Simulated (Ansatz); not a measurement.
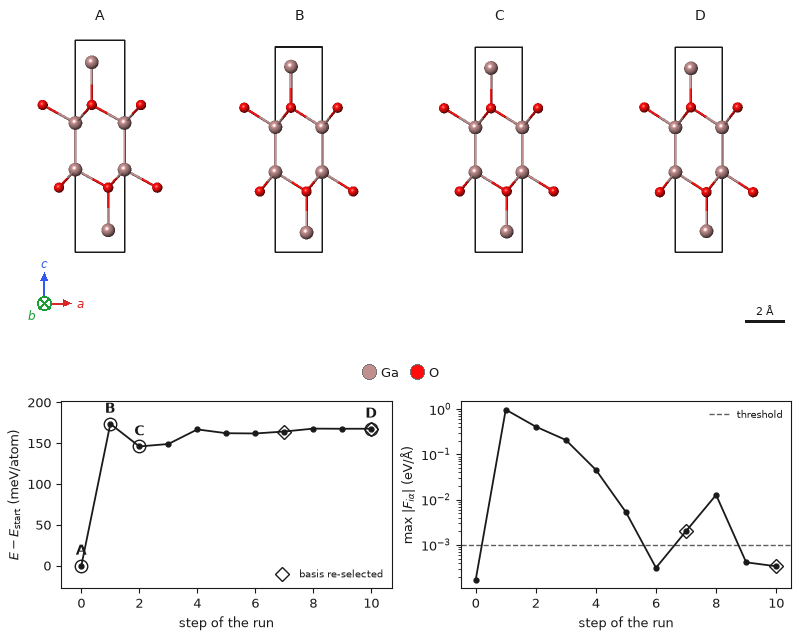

Frames of a relaxation of crystalline Ga$_{2}$O (a generated structure, set up in P-3m1), marked on the history of the run. The picture is a ball-and-stick view of the cell of the calculation, seen along the b axis.

Case: relaxed at 25 GPa.

Level of theory: DFT PBEsol, scalar-relativistic, plane waves, PAW (Ansatz). Set-up: plane-wave cutoff 420 eV; k-point mesh 12 × 12 × 4; occupations fermi dirac; smearing width 0.15 eV; target pressure 25 GPa; no spin polarisation; cell and atoms relaxed; force threshold 0.001 eV/Å; at most 60 steps.

What happens along the run?

Answer. After 8 accepted moves (10 points after the start) the energy has risen by 168 meV per atom. With the target pressure of 25 GPa, the enthalpy E + pV changes by −104 meV per atom. The largest force component goes from 0.00017 to 0.00034 eV/Å. The pressure goes from 7.99 to 25.00 GPa. The SCF was repeated twice at an unchanged geometry on a basis and grid sized afresh for the cell, which shifted the energy by 2.4 meV per atom at most. The largest moves relative to the cell, 0.13 Å, are those of O atoms. Largest moves by element: O 0.13 Å, Ga 0.01 Å. The drawn cell changes as follows: a = b 2.931 → 2.782 Å (−5.1 %), c 10.944 → 10.582 Å (−3.3 %); the volume changes by −12.8 %. Some distances before and after: Ga–O 2.202 → 2.015 Å, Ga–Ga 2.407 → 2.308 Å, Ga–O 1.932 → 1.912 Å. Among the angles between lasting bonds that change: O–Ga–O 98.7° → 93.4°, Ga–O–Ga 98.7° → 93.4°, Ga–Ga–O 118.8° → 122.8°. The space group stays P-3m1 (No. 164). Cost: 2.6 min on 2 threads of Intel(R) Xeon(R) Processor @ 2.50GHz (Skylake/Cascade Lake), with other jobs on the host, peak memory 0.52 GiB. From step 0 to 1: O atoms move most (0.09 Å), volume −12.5 %, energy +174 meV per atom. From step 1 to 2: Ga atoms move most (0.05 Å), volume +0.9 %, energy −27.7 meV per atom. From step 2 to 10: O atoms move most (0.04 Å), volume −1.3 %, energy +21.7 meV per atom.

| step | E − E(0), meV/atom | largest force component, eV/Å | pressure, GPa | volume, Å³/atom | note |
| --- | --- | --- | --- | --- | --- |
| 0 | 0.00 | 0.0002 | 7.99 | 13.565 |  |
| 1 | 173.87 | 0.9791 | 26.23 | 11.863 |  |
| 2 | 146.15 | 0.4115 | 24.66 | 11.975 |  |
| 3 | 149.14 | 0.2088 | 24.24 | 11.937 |  |
| 4 | 167.00 | 0.0456 | 25.54 | 11.813 |  |
| 5 | 162.34 | 0.0053 | 25.02 | 11.842 |  |
| 6 | 162.04 | 0.0003 | 25.00 | 11.844 |  |
| 7 | 164.43 | 0.0020 | 24.68 | 11.844 | same geometry, new basis |
| 8 | 167.98 | 0.0127 | 25.01 | 11.821 |  |
| 9 | 167.81 | 0.0004 | 25.00 | 11.822 |  |
| 10 | 167.86 | 0.0003 | 25.00 | 11.822 | same geometry, new basis |

Limits of the set-up: layers or molecules are held without a dispersion correction, so their spacing is unreliable.
